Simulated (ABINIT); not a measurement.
**Phonon calculation, with input and output: GaN (part 3 of 3)**

GaN (F-43m, 2 atoms in the cell); Kohn-Sham DFT of a periodic cell, LDA, PseudoDojo NC SR LDA v0.4.1 standard, no spin polarisation (ABINIT 10.8.3); cutoff 1142.88 eV, 6×6×6 k-mesh, fixed occupations. The structure derives from a Materials Project entry.

Geometry of the input (Å; fractional positions):
```
0.0000  2.2266  2.2266
2.2266  0.0000  2.2266
2.2266  2.2266  0.0000
Ga 0.0000  0.0000  0.0000
N  0.2500  0.2500  0.2500
```

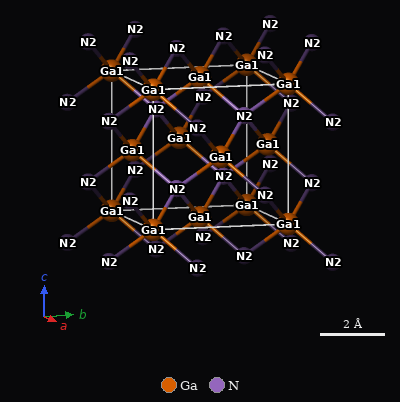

Fig. 1: The input geometry (ball-and-stick view of the cell 4 times as large as that of the calculation, set on its symmetry axes, seen slightly off an axis; neighbours outside the cell are drawn fainter; atoms are numbered from 1 in the order of the input).

Output, continued
```
     iter   2DEtotal(Ha)        deltaE(Ha) residm    vres2
-ETOT  1  -63.572837467695     -6.357E+01 9.297E-01 0.000E+00
 ETOT  2  -63.832275712024     -2.594E-01 3.246E-01 0.000E+00
 ETOT  3  -63.843130134935     -1.085E-02 1.823E-02 0.000E+00
 ETOT  4  -63.844092789464     -9.627E-04 8.478E-03 0.000E+00
 ETOT  5  -63.844213740696     -1.210E-04 5.566E-04 0.000E+00
 ETOT  6  -63.844231520694     -1.778E-05 2.829E-04 0.000E+00
 ETOT  7  -63.844234410534     -2.890E-06 1.971E-05 0.000E+00
 ETOT  8  -63.844234901367     -4.908E-07 1.017E-05 0.000E+00
 ETOT  9  -63.844234988329     -8.696E-08 7.324E-07 0.000E+00
 ETOT 10  -63.844235003985     -1.566E-08 3.774E-07 0.000E+00
 ETOT 11  -63.844235006875     -2.890E-09 2.744E-08 0.000E+00
 ETOT 12  -63.844235007412     -5.376E-10 1.419E-08 0.000E+00
 ETOT 13  -63.844235007514     -1.015E-10 1.031E-09 0.000E+00
 ETOT 14  -63.844235007533     -1.936E-11 5.401E-10 0.000E+00
 ETOT 15  -63.844235007537     -3.730E-12 3.919E-11 0.000E+00
 ETOT 16  -63.844235007537     -6.537E-13 2.080E-11 0.000E+00
 ETOT 17  -63.844235007538     -1.208E-13 1.508E-12 0.000E+00
 ETOT 18  -63.844235007538     -4.974E-14 8.068E-13 0.000E+00
 ETOT 19  -63.844235007538     -1.421E-14 5.849E-14 0.000E+00
 ETOT 20  -63.844235007538     -7.105E-15 3.142E-14 0.000E+00
 ETOT 21  -63.844235007538      0.000E+00 2.278E-15 0.000E+00
 ETOT 22  -63.844235007538      1.421E-14 1.226E-15 0.000E+00
 ETOT 23  -63.844235007538     -7.105E-15 8.887E-17 0.000E+00
 ETOT 24  -63.844235007538     -7.105E-15 4.789E-17 0.000E+00
 ETOT 25  -63.844235007538      0.000E+00 3.471E-18 0.000E+00
 ETOT 26  -63.844235007538      1.421E-14 1.872E-18 0.000E+00
 ETOT 27  -63.844235007538     -2.132E-14 9.995E-19 0.000E+00

 At SCF step   27   max residual=  1.00E-18 < tolwfr=  1.00E-18 =>converged.
================================================================================

 ----iterations are completed or convergence reached----

 Mean square residual over all n,k,spin=   60.414E-20; max=  99.955E-20
 dfpt_looppert : ek2=    6.0205951227E+01
          f-sum rule ratio=    1.0001048836E+00 (note : ecutsm/=0)
 Expectation of eigenvalue derivatives (hartree) for nkpt= 432  k points:
  (in case of degenerate eigenvalues, averaged derivative)
 kpt#   1, nband=  9, wtk=  0.00231, kpt= -0.0833 -0.1667  0.0000 (reduced coord)
   0.06198    0.00943    0.01146    0.02454   -0.00090    0.00374   -0.26403   -0.12944
  -0.13222
 prteigrs : prtvol=0 or 1, do not print more k-points.

 2DEtotal=   -0.6384423501E+02 Ha. Also 2DEtotal=   -0.173729013837E+04 eV
    (  non-var. 2DEtotal :   -6.3844235005E+01 Ha)
================================================================================

 ---- first-order wavefunction calculations are completed ----

 Total localisation tensor (bohr^2) in cartesian coordinates
  WARNING : still subject to testing - especially symmetries.
      direction              matrix element
   alpha     beta       real part   imaginary part
     1        1       1.0310788348    0.0000000000
     1        2       0.5155394174    0.0000000000
     1        3       0.5155394174    0.0000000000
     2        1       0.5155394174    0.0000000000
     2        2       1.0310788348    0.0000000000
     2        3       0.5155394174   -0.0000000000
     3        1       0.5155394174    0.0000000000
     3        2       0.5155394174   -0.0000000000
     3        3       1.0310788348    0.0000000000

 respfn : d/dk was computed, but no 2DTE, so no DDB output.

================================================================================
== DATASET  3 ==================================================================

--- !DatasetInfo
iteration_state: {dtset: 3, }
dimensions: {natom: 2, nkpt: 432, mband: 9, nsppol: 1, nspinor: 1, nspden: 1, mpw: 1950, }
cutoff_energies: {ecut:  42.0, pawecutdg:  -1.0, }
electrons: {nelect:   1.80000000E+01, charge:   0.00000000E+00, occopt:   1.00000000E+00, tsmear:   1.00000000E-02, }
meta: {optdriver: 1, rfelfd: 3, rfphon: 1, }
...

 mkfilename : getwfk/=0, take file _WFK from output of DATASET   1.

 mkfilename : getddk/=0, take file _1WF from output of DATASET   2.

 Exchange-correlation functional for the present dataset will be:
  LDA: Perdew-Wang 92 LSD fit to Ceperley-Alder data - ixc=7
  J.P.Perdew and Y.Wang, PRB 45, 13244 (1992)

 Real(R)+Recip(G) space primitive vectors, cartesian coordinates (Bohr,Bohr^-1):
 R(1)=  0.0000000  4.2076736  4.2076736  G(1)= -0.1188305  0.1188305  0.1188305
 R(2)=  4.2076736  0.0000000  4.2076736  G(2)=  0.1188305 -0.1188305  0.1188305
 R(3)=  4.2076736  4.2076736  0.0000000  G(3)=  0.1188305  0.1188305 -0.1188305
 Unit cell volume ucvol=  1.4898965E+02 bohr^3
 Angles (23,13,12)=  6.00000000E+01  6.00000000E+01  6.00000000E+01 degrees
 setup1 : take into account q-point for computing boxcut.

 getcut: wavevector=  0.0000  0.0000  0.0000  ngfft=  36  36  36
         ecut(hartree)=     42.000   => boxcut(ratio)=   2.07375
--------------------------------------------------------------------------------

 ==>  initialize data related to q vector <==

 The list of irreducible perturbations for this q vector is:
    1)    idir= 1    ipert=   1
    2)    idir= 1    ipert=   2
    3)    idir= 1    ipert=   4

================================================================================

 The perturbation idir=   2  ipert=   1 is
 symmetric of a previously calculated perturbation.
 So, its SCF calculation is not needed.

 The perturbation idir=   3  ipert=   1 is
 symmetric of a previously calculated perturbation.
 So, its SCF calculation is not needed.

 The perturbation idir=   2  ipert=   2 is
 symmetric of a previously calculated perturbation.
 So, its SCF calculation is not needed.

 The perturbation idir=   3  ipert=   2 is
 symmetric of a previously calculated perturbation.
 So, its SCF calculation is not needed.

 The perturbation idir=   2  ipert=   4 is
 symmetric of a previously calculated perturbation.
 So, its SCF calculation is not needed.

 The perturbation idir=   3  ipert=   4 is
 symmetric of a previously calculated perturbation.
 So, its SCF calculation is not needed.

--------------------------------------------------------------------------------
 Perturbation wavevector (in red.coord.)   0.000000  0.000000  0.000000
 Perturbation : displacement of atom   1   along direction   1
 Found     2 symmetries that leave the perturbation invariant.
 symkpt : the number of k-points, thanks to the symmetries,
 is reduced to   234 .

--------------------------------------------------------------------------------

--------------------------------------------------------------------------------

 Initialisation of the first-order wave-functions :
  ireadwf=   0

--- !BeginCycle
iteration_state: {dtset: 3, }
solver: {iscf: 7, nstep: 80, nline: 4, wfoptalg: 0, }
tolerances: {tolvrs: 1.00E-08, }
...

     iter   2DEtotal(Ha)        deltaE(Ha) residm    vres2
-ETOT  1   16.027834529681     -2.123E+04 2.243E+01 8.295E+01
 ETOT  2   4.9066267990256     -1.112E+01 1.251E-01 1.373E+02
 ETOT  3   4.7980311237789     -1.086E-01 4.335E-03 1.781E+01
 ETOT  4   4.7924945936265     -5.537E-03 1.676E-04 2.004E+00
 ETOT  5   4.7916532105100     -8.414E-04 2.448E-05 7.083E-03
 ETOT  6   4.7916508775361     -2.333E-06 8.657E-07 6.068E-03
 ETOT  7   4.7916486198828     -2.258E-06 2.650E-07 4.032E-05
 ETOT  8   4.7916485919905     -2.789E-08 2.328E-08 3.638E-06
 ETOT  9   4.7916485889564     -3.034E-09 6.522E-09 7.772E-08
 ETOT 10   4.7916485887527     -2.037E-10 6.109E-10 6.452E-10

 At SCF step   10       vres2   =  6.45E-10 < tolvrs=  1.00E-08 =>converged.
-open ddk wf file :runo_DS2_1WF7
-open ddk wf file :runo_DS2_1WF8
-open ddk wf file :runo_DS2_1WF9
================================================================================

 ----iterations are completed or convergence reached----

 Mean square residual over all n,k,spin=   12.945E-13; max=  61.093E-11

 2DEtotal=    0.4791648589E+01 Ha. Also 2DEtotal=    0.130387400504E+03 eV
    (2DErelax=   -2.1243270421E+04 Ha. 2DEnonrelax=    2.1248062070E+04 Ha)
    (  non-var. 2DEtotal :    4.7916681093E+00 Ha)

--------------------------------------------------------------------------------
 Perturbation wavevector (in red.coord.)   0.000000  0.000000  0.000000
 Perturbation : displacement of atom   2   along direction   1
 Found     2 symmetries that leave the perturbation invariant.
 symkpt : the number of k-points, thanks to the symmetries,
 is reduced to   234 .

--------------------------------------------------------------------------------

--------------------------------------------------------------------------------

 Initialisation of the first-order wave-functions :
  ireadwf=   0

--- !BeginCycle
iteration_state: {dtset: 3, }
solver: {iscf: 7, nstep: 80, nline: 4, wfoptalg: 0, }
tolerances: {tolvrs: 1.00E-08, }
...

     iter   2DEtotal(Ha)        deltaE(Ha) residm    vres2
-ETOT  1   8.5361134616726     -1.256E+03 3.032E+00 3.431E+03
 ETOT  2   4.8800216469129     -3.656E+00 3.550E-01 1.090E+02
 ETOT  3   4.7935613636858     -8.646E-02 1.266E-02 2.004E+00
 ETOT  4   4.7919588754305     -1.602E-03 3.259E-03 4.022E-01
 ETOT  5   4.7916789273466     -2.799E-04 2.684E-04 4.001E-03
 ETOT  6   4.7916675373031     -1.139E-05 7.443E-05 1.890E-03
 ETOT  7   4.7916653346140     -2.203E-06 8.791E-06 1.504E-04
 ETOT  8   4.7916650453724     -2.892E-07 2.580E-06 7.554E-07
 ETOT  9   4.7916650077912     -3.758E-08 3.290E-07 2.931E-07
 ETOT 10   4.7916650012114     -6.580E-09 9.123E-08 2.108E-08
 ETOT 11   4.7916650000582     -1.153E-09 1.279E-08 5.558E-09

 At SCF step   11       vres2   =  5.56E-09 < tolvrs=  1.00E-08 =>converged.
-open ddk wf file :runo_DS2_1WF7
-open ddk wf file :runo_DS2_1WF8
-open ddk wf file :runo_DS2_1WF9
================================================================================

 ----iterations are completed or convergence reached----

 Mean square residual over all n,k,spin=   71.689E-13; max=  12.787E-09

 2DEtotal=    0.4791665000E+01 Ha. Also 2DEtotal=    0.130387847078E+03 eV
    (2DErelax=   -1.2594201987E+03 Ha. 2DEnonrelax=    1.2642118637E+03 Ha)
    (  non-var. 2DEtotal :    4.7916907480E+00 Ha)

--------------------------------------------------------------------------------
 Perturbation wavevector (in red.coord.)   0.000000  0.000000  0.000000
 Perturbation : homogeneous electric field along direction   1
 The set of symmetries contains only one element for this perturbation.
 symkpt : not enough symmetry to change the number of k points.

--------------------------------------------------------------------------------

--------------------------------------------------------------------------------

 Initialisation of the first-order wave-functions :
  ireadwf=   0

--- !BeginCycle
iteration_state: {dtset: 3, }
solver: {iscf: 7, nstep: 80, nline: 4, wfoptalg: 0, }
tolerances: {tolvrs: 1.00E-08, }
...

     iter   2DEtotal(Ha)        deltaE(Ha) residm    vres2
-ETOT  1  -90.368206479065     -9.037E+01 8.638E+01 7.437E+03
 ETOT  2  -93.690983099971     -3.323E+00 5.227E+00 8.962E+02
 ETOT  3  -94.155649220360     -4.647E-01 3.975E-01 7.109E+01
 ETOT  4  -94.192024827767     -3.638E-02 1.327E-02 1.274E+00
 ETOT  5  -94.192915824831     -8.910E-04 4.475E-03 4.580E-01
 ETOT  6  -94.193174763542     -2.589E-04 4.704E-04 1.394E-03
 ETOT  7  -94.193184400072     -9.637E-06 8.801E-05 3.141E-05
 ETOT  8  -94.193185706423     -1.306E-06 2.098E-05 1.559E-05
 ETOT  9  -94.193185916501     -2.101E-07 3.870E-06 1.457E-07
 ETOT 10  -94.193185951783     -3.528E-08 9.328E-07 4.628E-08
 ETOT 11  -94.193185958254     -6.471E-09 1.763E-07 1.255E-08
 ETOT 12  -94.193185959494     -1.240E-09 4.178E-08 1.486E-09

 At SCF step   12       vres2   =  1.49E-09 < tolvrs=  1.00E-08 =>converged.
-open ddk wf file :runo_DS2_1WF7
-open ddk wf file :runo_DS2_1WF8
-open ddk wf file :runo_DS2_1WF9
================================================================================

 ----iterations are completed or convergence reached----

 Mean square residual over all n,k,spin=   12.081E-12; max=  41.779E-09

 2DEtotal=   -0.9419318596E+02 Ha. Also 2DEtotal=   -0.256312716488E+04 eV
    (  non-var. 2DEtotal :   -9.4193169785E+01 Ha)
================================================================================

 ---- first-order wavefunction calculations are completed ----

 ==> Compute Derivative Database <==
 The violation of the charge neutrality conditions
 by the effective charges is as follows :
    atom        electric field
 displacement     direction
       1               1        0.000151        0.000000
       1               2        0.000000        0.000000
       1               3        0.000000        0.000000
       2               1       -0.000000        0.000000
       2               2        0.000151        0.000000
       2               3       -0.000000        0.000000
       3               1        0.000000        0.000000
       3               2       -0.000000        0.000000
       3               3        0.000151        0.000000

 Effective charge tensors after
 imposition of the charge neutrality (if requested by user),
 and eventual restriction to some part :
   atom    displacement
         1         1    2.645605E+00    1.136959E-15    7.179797E-16
         1         2    6.928693E-16    2.645605E+00   -7.115958E-16
         1         3   -6.928693E-16   -1.136959E-15    2.645605E+00
         2         1   -2.645605E+00   -1.136959E-15   -7.179797E-16
         2         2   -6.928693E-16   -2.645605E+00    7.115958E-16
         2         3    6.928693E-16    1.136959E-15   -2.645605E+00
 Now, the imaginary part of the dynamical matrix is zeroed

  Dynamical matrix, in cartesian coordinates,
   if specified in the inputs, asr has been imposed
     j1       j2             matrix element
  dir pert dir pert     real part    imaginary part

   1    1   1    1         0.1353200574         0.0000000000
   1    1   1    2        -0.1353200574         0.0000000000

   2    1   2    1         0.1353200574         0.0000000000
   2    1   2    2        -0.1353200574         0.0000000000

   3    1   3    1         0.1353200574         0.0000000000
   3    1   3    2        -0.1353200574         0.0000000000

   1    2   1    1        -0.1353203687         0.0000000000
   1    2   1    2         0.1353203687         0.0000000000

   2    2   2    1        -0.1353203687         0.0000000000
   2    2   2    2         0.1353203687         0.0000000000

   3    2   3    1        -0.1353203687         0.0000000000
   3    2   3    2         0.1353203687         0.0000000000

  Dielectric tensor, in cartesian coordinates,
     j1       j2             matrix element
  dir pert dir pert     real part    imaginary part

   1    4   1    4         5.7504662946        -0.0000000000

   2    4   2    4         5.7504662946        -0.0000000000

   3    4   3    4         5.7504662946        -0.0000000000

  Effective charges, in cartesian coordinates,
  (from electric field response)
   if specified in the inputs, charge neutrality has been imposed
     j1       j2             matrix element
  dir pert dir pert     real part    imaginary part

   1    1   1    4         2.6456051590         0.0000000000
   1    2   1    4        -2.6456051590         0.0000000000

   2    1   2    4         2.6456051590         0.0000000000
   2    2   2    4        -2.6456051590         0.0000000000

   3    1   3    4         2.6456051590         0.0000000000
   3    2   3    4        -2.6456051590         0.0000000000

  Effective charges, in cartesian coordinates,
  (from phonon response)
   if specified in the inputs, charge neutrality has been imposed
     j1       j2             matrix element
  dir pert dir pert     real part    imaginary part

   1    4   1    1         2.6456047836         0.0000000000

   2    4   2    1         2.6456047836         0.0000000000

   3    4   3    1         2.6456047836         0.0000000000

   1    4   1    2        -2.6456047836         0.0000000000

   2    4   2    2        -2.6456047836         0.0000000000

   3    4   3    2        -2.6456047836         0.0000000000

  Phonon wavevector (reduced coordinates) :  0.00000  0.00000  0.00000
 Phonon energies in Hartree :
   0.000000E+00  0.000000E+00  0.000000E+00  2.522811E-03  2.522811E-03
   2.522811E-03
 Phonon frequencies in cm-1    :
   0.000000E+00  0.000000E+00  0.000000E+00  5.536931E+02  5.536931E+02
   5.536931E+02

  Phonon at Gamma, with non-analyticity in the
  direction (cartesian coordinates)  1.00000  0.00000  0.00000
 Phonon energies in Hartree :
   0.000000E+00  0.000000E+00  0.000000E+00  2.522811E-03  2.522811E-03
   3.345597E-03
 Phonon frequencies in cm-1    :
   0.000000E+00  0.000000E+00  0.000000E+00  5.536931E+02  5.536931E+02
   7.342737E+02

  Phonon at Gamma, with non-analyticity in the
  direction (cartesian coordinates)  0.00000  1.00000  0.00000
 Phonon energies in Hartree :
   0.000000E+00  0.000000E+00  0.000000E+00  2.522811E-03  2.522811E-03
   3.345597E-03
 Phonon frequencies in cm-1    :
   0.000000E+00  0.000000E+00  0.000000E+00  5.536931E+02  5.536931E+02
   7.342737E+02

  Phonon at Gamma, with non-analyticity in the
  direction (cartesian coordinates)  0.00000  0.00000  1.00000
 Phonon energies in Hartree :
   0.000000E+00  0.000000E+00  0.000000E+00  2.522811E-03  2.522811E-03
   3.345597E-03
 Phonon frequencies in cm-1    :
   0.000000E+00  0.000000E+00  0.000000E+00  5.536931E+02  5.536931E+02
   7.342737E+02

== END DATASET(S) ==============================================================
================================================================================

 -outvars: echo values of variables after computation  --------
            acell      5.9505490176E+00  5.9505490176E+00  5.9505490176E+00 Bohr
           etotal1    -8.6774603145E+01
           etotal2    -6.3844235008E+01
           etotal3    -9.4193185959E+01
            fcart1     9.9990127537E-31 -2.9997038261E-30  9.9990127537E-31
                      -9.9990127537E-31  2.9997038261E-30 -9.9990127537E-31
            fcart3     0.0000000000E+00  0.0000000000E+00  0.0000000000E+00
                       0.0000000000E+00  0.0000000000E+00  0.0000000000E+00
            rprim      0.0000000000E+00  7.0710678120E-01  7.0710678120E-01
                       7.0710678120E-01  0.0000000000E+00  7.0710678120E-01
                       7.0710678120E-01  7.0710678120E-01  0.0000000000E+00
           strten1    -2.3018528804E-07 -2.3018528803E-07 -2.3018528804E-07
                       0.0000000000E+00  0.0000000000E+00  0.0000000000E+00
           strten3     0.0000000000E+00  0.0000000000E+00  0.0000000000E+00
                       0.0000000000E+00  0.0000000000E+00  0.0000000000E+00
           xangst      0.0000000000E+00  0.0000000000E+00  0.0000000000E+00
                       1.1133024793E+00  1.1133024793E+00  1.1133024793E+00
             xred      0.0000000000E+00  0.0000000000E+00  0.0000000000E+00
                       2.5000000000E-01  2.5000000000E-01  2.5000000000E-01
 Calculation completed.
```
